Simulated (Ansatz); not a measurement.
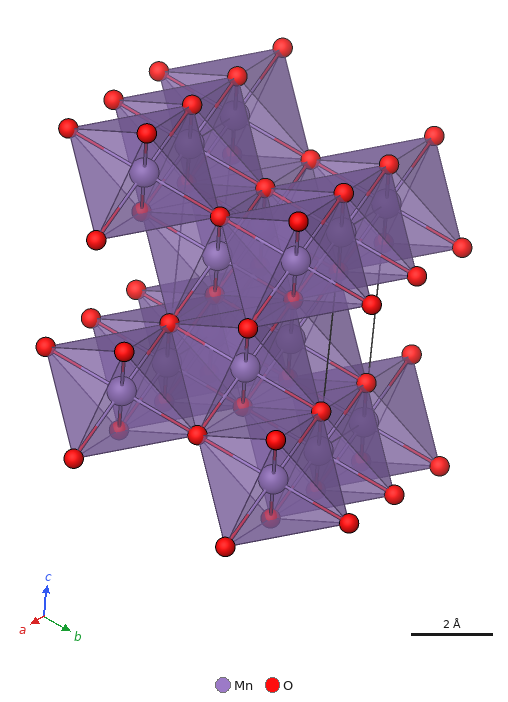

**Figure 1.** The structure (polyhedral view of the reduced cell, repeated 2 × 1 × 1, seen slightly off an axis; polyhedra are completed across the faces of the cell).

# Run report: MnO, single-point calculation (part 1 of 2)

The run: single-point calculation of MnO (Fm-3m, 6 atoms in the cell). Method and program: DFT, PBE, PAW, plane waves, scalar-relativistic (Ansatz 0.2.0).

The structure derives from an entry of the Crystallography Open Database. It belongs to a series of runs on one base structure; here: flat spiral with wave vector (1 0 0) of the cell. Figures and captions count atoms from 1; the log counts them from 0 in places.

Input
```yaml
crystal:
  lattice:
    - [2.21725, 2.21725, 4.4345]
    - [4.4345, 2.21725, 2.21725]
    - [4.4345, 6.65175, 2.21725]
  atoms:
    - { symbol: Mn, position: [0.0, 0.0, 0.0], spin: 4.5, spin_axis: [4.5, 0.0, 0.0] }
    - { symbol: Mn, position: [0.3333333, 0.6666667, 0.6666667], spin: 4.5, spin_axis: [-2.233, 3.907, 0.0] }
    - { symbol: Mn, position: [0.6666667, 0.3333333, 0.3333333], spin: 4.5, spin_axis: [-2.245, -3.9, 0.0] }
    - { symbol: O, position: [0.0, 0.5, 0.5] }
    - { symbol: O, position: [0.3333333, 0.1666667, 0.1666667] }
    - { symbol: O, position: [0.6666667, 0.8333333, 0.8333333] }
hamiltonian:
  xc: pbe
  pseudopotentials: { kind: paw }
  noncollinear_xc: multicollinear
basis:
  ecutwfc: 420
kpoints:
  mp_grid: { grid: [4, 5, 3] }
scf:
  occupations: { method: fermi_dirac, width: 0.02 }
  lower_state_search: "off"
  max_iter: 150
output:
  forces: true
  stress: true
  write_density: true
  write_potential: true
  elf: true
  volumetric_format: npy
magnetization:
  noncollinear: true
```

Run on 4 threads of Arm Neoverse V1, 24 GiB of memory available, shared host.

Command:
```bash
ansatz run input.yaml --threads 4 --pin off --max-ram 9216MiB --backend cpu --events-out ev --progress --plain --runs-dir out
```

Log
```
Warning: crystal.symmetry: narrowed to the stabiliser of the k-point mesh — unitary ops 4 → 1, anti-unitary 4 → 1; excluded 6 operations that carry a point of the 4×5×3 mesh (shift [0, 0, 0]) off the mesh (the run samples exactly the mesh kpoints.mp_grid names, as under crystal.symmetry.detect: false, and its converged state has the mesh's symmetry, not the crystal's; ε∞, the Born charges and the force constants of a linear response (`dielectric:` by the response, `phonons.method: dfpt`) are averaged over those of the crystal's operations that the state keeps within a tolerance, where `mesh_tensors`, `unaveraged_element` or `gamma_mean_max_change_ev_ang2` stands beside them; a row that `dielectric.field_direction` solves alone is averaged likewise, with nothing beside; a Γ-centred mesh of equal divisions is mapped onto itself by every operation and keeps the whole group, as does a half-shifted one under kpoints.further_shifts: images)
basis.fft_grid_basis auto: the FFT boxes are laid along the combinations [[1, -1, 0], [0, 1, 0], [0, -1, 1]] of the cell's own vectors, 3.136, 5.431 and 4.434 Å long. The dense box has 24×40×30 points. Along the cell's own vectors, as sized, it would have 40×40×60, 3.33 times as many. [...]
Engine: ansatz 0.2.0, aarch64-unknown-linux-gnu
Pseudopotentials: kind: paw
Pseudopotential: Mn, paw, valence charge 15, recommended cutoff 420 eV (normal), Mn.paw.azcp
Pseudopotential: O, paw, valence charge 6, recommended cutoff 420 eV (normal), O.paw.azcp
Functional definition: PBE
  parameter kappa = 0.804
  parameter beta = 0.06672455060314922
  exchange = pbe_x(kappa = kappa, mu = beta*pi^2/3)
  correlation = pbe_c(beta = beta)
Crystal: 6 atoms, lattice volume = 65.403 Å³
Basis set: ecut = 420 eV, 1273 PW (Γ), FFT grids on a1−a2, a2, −a2+a3, exchange–correlation on 48×80×60 points (8 copies of the dense FFT grid, shifted against one another)
Bands: 76, of which v1, the nominal top of the filled ones, is band 63 counted from 1 (62 counted from 0)
Symmetry: 1 space group operations + 1 with time reversal
Moments: of one size on atoms that these operations exchange, one fixing the others by the rotation that the starting moments gave each, and all in one plane where the starting moments lie in one or along one axis (crystal.symmetry.detect: false holds none)
k-points: 31 of 60 (time reversal used)
Non-local potential: Mn, projectors of the file, l = 0: 3, l = 1: 2, l = 2: 3, l = 3: 1
Non-local potential: O, projectors of the file, l = 0: 2, l = 1: 2, l = 2: 1
PAW form: soft (Blöchl's): semilocal exchange-correlation on the pseudo side does not see the compensation charge
PAW one-centre angular grid: Mn, 590 points (default); XC on 64 Gauss nodes
PAW one-centre angular grid: O, 110 points (default); XC on 64 Gauss nodes
Initial density: superposition of atomic densities (chi_scale 0.1, normalization cell, long waves kept (reshape's long-wave potential 0.00 eV rms))
Starting moments: Σ|m| = 13.5 μB on 3 of 6 sites
Initial wavefunctions: pseudopotential atomic-orbital guess
Functional: x = pbe(κ = 0.804, μ = 0.2195149727645171), c = pbe(β = 0.06672455060314922)
SCF iter   1: F=—  HF=-13404.617871 eV  |F-HF|=—  |Δ(HF+E_count)|=         —  Δρ=2.97e-1  dr2=5.39e1  dr2_m=9.81e-1  ethr=3.10e-3  |M|=1.97e-2 ∫|m|=1.11e1 μB  |m|>n=0.0e0 m-floor=0.0e0 τ_xc=5.0e-2 mc-row=0.0e0  β_m=0.30  ⟨swp⟩=5.5  Hψ=6951  notcnv=0
preconditioner: auto → Kerker (q_TF=auto, 2.711 Å⁻¹)  [metal: Δε(μ)=0.008 eV  Ē_g=6.196 eV  σ=0.020 eV  W_gap=0.10  n_scr=20 (ndim 8)  ℏωp=28.7 eV  f_vac=0.000  D(μ)=5.89/eV (n_scr^D=78)]
spin=Noncollinear: Kerker preconditioning applied to the charge; magnetization (m_x, m_y, m_z) channels mix plain (no charge-response kernel on spin).
SCF iter   2: F=—  HF=-13398.310871 eV  |F-HF|=—  |Δ(HF+E_count)|=    6.31e0  Δρ=5.08e-2  dr2=1.50e0  dr2_m=5.61e-1  ethr=3.10e-3  |M|=2.48e-2 ∫|m|=1.35e1 μB  |m|>n=0.0e0 m-floor=0.0e0 τ_xc=3.3e-2 mc-row=0.0e0  β_m=1.00  ⟨swp⟩=4.0  Hψ=5855  notcnv=0  defer=75
preconditioner: auto → Resta (q_TF=auto, 2.711 Å⁻¹)  ε∞=15.2  [insulator: Δε(μ)=0.142 eV  Ē_g=7.614 eV  σ=0.020 eV  W_gap=0.94  n_scr=20 (ndim 8)  ℏωp=28.7 eV  f_vac=0.000  D(μ)=0.10/eV (n_scr^D=0)  ε∞_Penn≈15.2]
spin=Noncollinear: Resta preconditioning applied to the charge; magnetization (m_x, m_y, m_z) channels mix plain (no charge-response kernel on spin).
SCF iter   3: F=—  HF=-13398.497698 eV  |F-HF|=—  |Δ(HF+E_count)|=   1.87e-1  Δρ=3.40e-2  dr2=6.80e-1  dr2_m=1.32e-1  ethr=2.38e-3  |M|=1.54e-1 ∫|m|=1.36e1 μB  |m|>n=0.0e0 m-floor=0.0e0 τ_xc=1.5e-1 mc-row=0.0e0  β_m=1.00  ⟨swp⟩=2.0  Hψ=2971  notcnv=0  defer=157
SCF iter   4: F=—  HF=-13398.606898 eV  |F-HF|=—  |Δ(HF+E_count)|=   1.09e-1  Δρ=1.59e-2  dr2=7.22e-2  dr2_m=4.43e-2  ethr=1.08e-3  |M|=2.01e-1 ∫|m|=1.36e1 μB  |m|>n=0.0e0 m-floor=0.0e0 τ_xc=1.4e-1 mc-row=0.0e0  β_m=0.30  ⟨swp⟩=3.2  Hψ=3967  notcnv=0  defer=157
Mixer restart at iter 4: flushing history
spin-set hold released at iteration 4 (site moments contracting): the magnetisation degrees of freedom join the quasi-Newton model from the next iteration; the mixer history was flushed
SCF iter   5: F=—  HF=-13398.739055 eV  |F-HF|=—  |Δ(HF+E_count)|=   1.32e-1  Δρ=1.19e-2  dr2=3.12e-2  dr2_m=2.49e-2  ethr=1.15e-4  |M|=2.03e-1 ∫|m|=1.36e1 μB  |m|>n=0.0e0 m-floor=0.0e0 τ_xc=1.1e-1 mc-row=0.0e0  β_m=0.65  ⟨swp⟩=2.6  Hψ=3032  notcnv=0  defer=190
SCF iter   6: F=—  HF=-13398.892196 eV  |F-HF|=—  |Δ(HF+E_count)|=   1.53e-1  Δρ=5.30e-3  dr2=1.15e-2  dr2_m=3.51e-4  ethr=4.96e-5  |M|=2.00e-1 ∫|m|=1.37e1 μB  |m|>n=0.0e0 m-floor=0.0e0 τ_xc=1.1e-1 mc-row=0.0e0  β_m=0.60  ⟨swp⟩=3.4  Hψ=4560  notcnv=0  defer=190
SCF iter   7: F=—  HF=-13398.891826 eV  |F-HF|=—  |Δ(HF+E_count)|=   3.69e-4  Δρ=1.74e-3  dr2=1.56e-3  dr2_m=4.34e-5  ethr=1.83e-5  |M|=2.00e-1 ∫|m|=1.37e1 μB  |m|>n=0.0e0 m-floor=0.0e0 τ_xc=1.1e-1 mc-row=0.0e0  β_m=0.71  ⟨swp⟩=3.2  Hψ=3748  notcnv=0  defer=190
SCF iter   8: F=—  HF=-13398.892455 eV  |F-HF|=—  |Δ(HF+E_count)|=   6.28e-4  Δρ=6.68e-4  dr2=2.77e-4  dr2_m=1.40e-5  ethr=2.48e-6  |M|=1.97e-1 ∫|m|=1.37e1 μB  |m|>n=0.0e0 m-floor=0.0e0 τ_xc=1.1e-1 mc-row=0.0e0  β_m=0.74  ⟨swp⟩=2.2  Hψ=3410  notcnv=0  defer=190
SCF iter   9: F=—  HF=-13398.892599 eV  |F-HF|=—  |Δ(HF+E_count)|=   1.44e-4  Δρ=2.18e-4  dr2=2.58e-5  dr2_m=5.98e-6  ethr=4.40e-7  |M|=1.94e-1 ∫|m|=1.37e1 μB  |m|>n=0.0e0 m-floor=0.0e0 τ_xc=1.1e-1 mc-row=0.0e0  β_m=0.87  ⟨swp⟩=2.1  Hψ=3436  notcnv=0  defer=190
SCF iter  10: F=—  HF=-13398.892608 eV  |F-HF|=—  |Δ(HF+E_count)|=   8.92e-6  Δρ=1.42e-4  dr2=8.20e-7  dr2_m=4.96e-6  ethr=4.10e-8  |M|=1.90e-1 ∫|m|=1.37e1 μB  |m|>n=0.0e0 m-floor=0.0e0 τ_xc=1.1e-1 mc-row=0.0e0  β_m=0.07  ⟨swp⟩=2.0  Hψ=3357  notcnv=0  defer=190
SCF iter  11: F=—  HF=-13398.892619 eV  |F-HF|=—  |Δ(HF+E_count)|=   1.17e-5  Δρ=1.15e-4  dr2=7.02e-7  dr2_m=3.29e-6  ethr=1.30e-9  |M|=1.63e-1 ∫|m|=1.37e1 μB  |m|>n=0.0e0 m-floor=0.0e0 τ_xc=1.1e-1 mc-row=0.0e0  β_m=0.52  ⟨swp⟩=3.3  Hψ=5147  notcnv=0  defer=190
SCF iter  12: F=—  HF=-13398.892628 eV  |F-HF|=—  |Δ(HF+E_count)|=   8.57e-6  Δρ=1.16e-4  dr2=7.01e-8  dr2_m=3.40e-6  ethr=1.59e-10  |M|=1.45e-1 ∫|m|=1.37e1 μB  |m|>n=0.0e0 m-floor=0.0e0 τ_xc=1.1e-1 mc-row=0.0e0  β_m=0.65  ⟨swp⟩=13.4  Hψ=20084  notcnv=0
SCF iter  13: F=—  HF=-13398.892647 eV  |F-HF|=—  |Δ(HF+E_count)|=   1.96e-5  Δρ=9.85e-5  dr2=7.93e-7  dr2_m=2.47e-6  ethr=1.11e-10  |M|=1.09e-1 ∫|m|=1.37e1 μB  |m|>n=0.0e0 m-floor=0.0e0 τ_xc=1.1e-1 mc-row=0.0e0  β_m=0.28  ⟨swp⟩=13.0  Hψ=24023  notcnv=0
SCF iter  14: F=—  HF=-13398.892661 eV  |F-HF|=—  |Δ(HF+E_count)|=   1.34e-5  Δρ=6.71e-5  dr2=3.77e-8  dr2_m=1.09e-6  ethr=1.11e-10  |M|=7.86e-2 ∫|m|=1.37e1 μB  |m|>n=0.0e0 m-floor=0.0e0 τ_xc=1.1e-1 mc-row=0.0e0  β_m=0.33  ⟨swp⟩=8.1  Hψ=18871  notcnv=0
SCF iter  15: F=—  HF=-13398.892669 eV  |F-HF|=—  |Δ(HF+E_count)|=   8.45e-6  Δρ=8.36e-5  dr2=1.03e-7  dr2_m=1.74e-6  ethr=5.98e-11  |M|=3.42e-2 ∫|m|=1.37e1 μB  |m|>n=0.0e0 m-floor=0.0e0 τ_xc=1.1e-1 mc-row=0.0e0  β_m=0.26  ⟨swp⟩=13.2  Hψ=24426  notcnv=0
SCF iter  16: F=—  HF=-13398.892674 eV  |F-HF|=—  |Δ(HF+E_count)|=   4.36e-6  Δρ=4.23e-5  dr2=6.15e-8  dr2_m=3.93e-7  ethr=5.98e-11  |M|=2.09e-2 ∫|m|=1.37e1 μB  |m|>n=0.0e0 m-floor=0.0e0 τ_xc=1.1e-1 mc-row=0.0e0  β_m=0.13  ⟨swp⟩=7.2  Hψ=16453  notcnv=0
SCF iter  17: F=—  HF=-13398.892675 eV  |F-HF|=—  |Δ(HF+E_count)|=   1.10e-6  Δρ=3.03e-5  dr2=4.66e-8  dr2_m=1.97e-7  ethr=5.98e-11  |M|=1.51e-2 ∫|m|=1.37e1 μB  |m|>n=0.0e0 m-floor=0.0e0 τ_xc=1.1e-1 mc-row=0.0e0  β_m=0.33  ⟨swp⟩=9.7  Hψ=18563  notcnv=0
SCF iter  18: F=—  HF=-13398.892675 eV  |F-HF|=—  |Δ(HF+E_count)|=   3.69e-9  Δρ=3.00e-5  dr2=1.62e-8  dr2_m=1.84e-7  ethr=5.98e-11  |M|=1.54e-2 ∫|m|=1.37e1 μB  |m|>n=0.0e0 m-floor=0.0e0 τ_xc=1.1e-1 mc-row=0.0e0  β_m=0.48  ⟨swp⟩=7.4  Hψ=13057  notcnv=0
SCF iter  19: F=-13398.892675 eV  HF=-13398.892675 eV  |F-HF|=4.22e-8  |Δ(HF+E_count)|=   3.58e-7  Δρ=2.07e-5  dr2=7.61e-9  dr2_m=9.56e-8  ethr=2.56e-11  |M|=8.17e-3 ∫|m|=1.37e1 μB  |m|>n=0.0e0 m-floor=0.0e0 τ_xc=1.1e-1 mc-row=0.0e0  ⟨swp⟩=9.6  Hψ=18932  notcnv=0
SCF 1 converged in 19 iterations: F = -13398.892675 eV  dr2 = 7.61e-9
  greatest PAW one-centre occupation: 1.002 electrons in one spin orbital (limit 2), on the Mn atom at site 1 (counted from 0), in its partial waves of l = 1
```

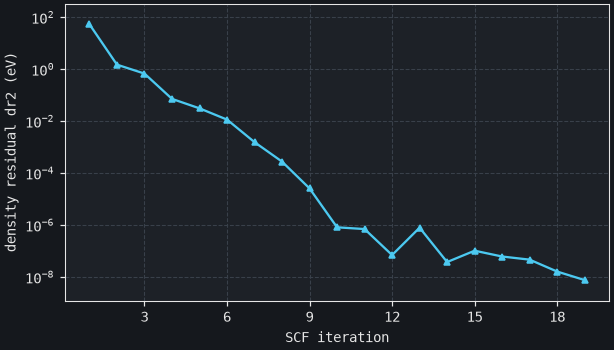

**Figure 2.** Convergence of the self-consistent field: density residual dr2 against the SCF iteration. The residual falls unevenly and jumps up by a factor of two or more 2 times on the way down.
